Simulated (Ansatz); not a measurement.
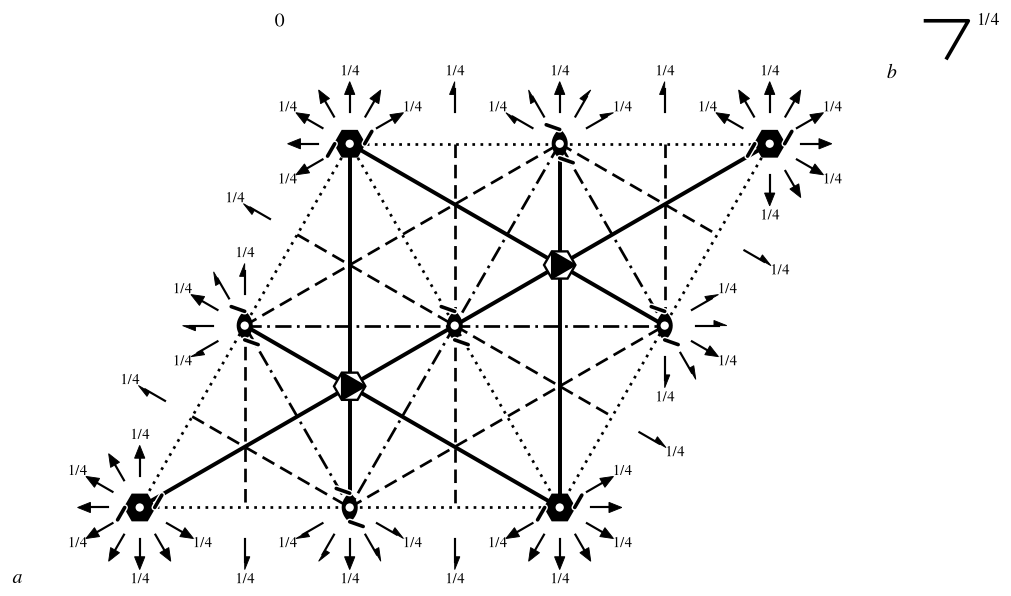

Symmetry elements of a space group, projected down c, computed from the operations of a computed or model structure of composition BN.

Graphical symbols as in the International Tables (origin upper left, heights as fractions; handed screw axes are marked by their printed symbols).

Question: Which space group is it?

Answer: No. 194, P6₃/mmc; primitive hexagonal, point group 6/mmm, 24 general positions a cell.

Question: List the elements shown.

Answer: −6 axes along c at (1/3, 2/3), (2/3, 1/3); 6₃ axes along c at (0, 0); 2₁ axes along c at (0, 1/2), (1/2, 0), (1/2, 1/2); inversion centres at (0, 0), (0, 1/2), (1/2, 0), (1/2, 1/2); mirror planes holding c and [1 2 0] or [2 1 0] or [−1 1 0]; in-plane glide planes holding c and [1 2 0] or [2 1 0] or [−1 1 0]; c glide planes normal to a*, at x = 0; n glide planes normal to a*, at x = 1/2; c glide planes normal to b*, at y = 0; n glide planes normal to b*, at y = 1/2; c glide planes holding c and [1 1 0]; diagonal glide planes holding c and [1 1 0]; a mirror plane normal to c at height 1/4; 2 axes along [1 1 0] at height 0; 2 axes along [1 2 0] at height 1/4; 2 axes along [2 1 0] at height 1/4; 2 axes along [−1 1 0] at height 1/4; 2 axes along a at height 0; 2 axes along b at height 0; 2₁ axes along [1 1 0] at height 0; 2₁ axes along [1 2 0] at height 1/4; 2₁ axes along [2 1 0] at height 1/4; 2₁ axes along [−1 1 0] at height 1/4; 2₁ axes along a at height 0; 2₁ axes along b at height 0. Heights repeat every half period; positions are (a, b) fractions, modulo 1.

Question: Write the general positions (in any order).

Answer: x, y, z; −x, −y, −z; x−y, x, z+1/2; −x+y, −x, −z+1/2; −y, x−y, z; y, −x+y, −z; −x, −y, z+1/2; x, y, −z+1/2; −x+y, −x, z; x−y, x, −z; y, −x+y, z+1/2; −y, x−y, −z+1/2; −y, −x, −z+1/2; y, x, z+1/2; −x, −x+y, −z; x, x−y, z; −x+y, y, −z+1/2; x−y, −y, z+1/2; y, x, −z; −y, −x, z; x, x−y, −z+1/2; −x, −x+y, z+1/2; x−y, −y, −z; −x+y, y, z
